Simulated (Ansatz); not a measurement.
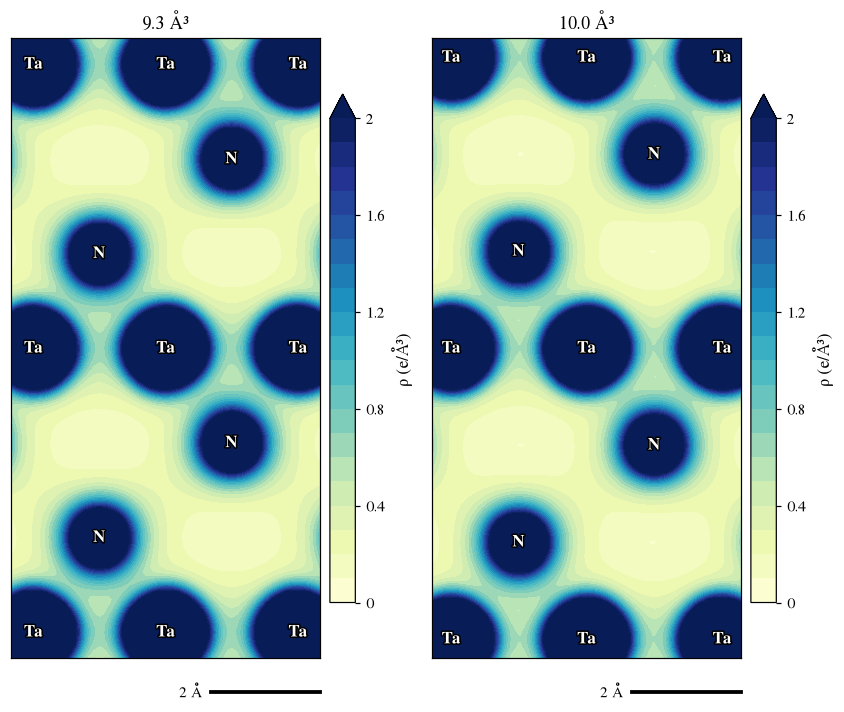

TaN. The valence electron density of cells scaled evenly to different volumes (given per atom above each panel), on the (110) plane of each (indices in the axes of the cell below), at one length scale and on one colour scale.

Level of theory: DFT, PBE, PAW with Ansatz's default frozen-core files, scalar-relativistic in Ansatz 0.2.0.

Core electrons are frozen (PAW), and the valence fields are smoothed inside the atomic spheres.

The largest cell:

```cif
data_structure
_symmetry_space_group_name_H-M 'P 1'
_symmetry_Int_Tables_number 1
_cell_length_a 3.0581
_cell_length_b 3.0581
_cell_length_c 4.9343
_cell_angle_alpha 90.000
_cell_angle_beta 90.000
_cell_angle_gamma 120.000
_cell_volume 39.96
loop_
_atom_site_label
_atom_site_type_symbol
_atom_site_fract_x
_atom_site_fract_y
_atom_site_fract_z
_atom_site_occupancy
Ta1 Ta 0.00000 0.00000 0.00000 1
Ta2 Ta 0.00000 0.00000 0.50000 1
N1 N 0.33333 0.66667 0.25000 1
N2 N 0.66667 0.33333 0.75000 1
```

| volume (Å³/atom) | Ta–N contact in the plane (Å) | ρ at its midpoint (e/Å³) | pressure (GPa) | 
| --- | --- | --- | --- |
| 9.30 | 2.103 | 0.694 | 96.9 | 
| 9.69 | 2.132 | ? | ? | 
| 9.99 | 2.154 | 0.619 | 54.4 | 

Question: Estimate the missing row, and compare with the calculation.

Answer: Over the known rows ln ρ falls by 2.24 per Å of Ta–N distance (the line through the two), which gives 0.650 e/Å³ at 2.132 Å; the calculation gives 0.649 e/Å³. For the pressure, a straight line in volume between the neighbouring rows gives 72.9 GPa; the calculation gives 70.9, lower because pressure rises ever faster on compression.
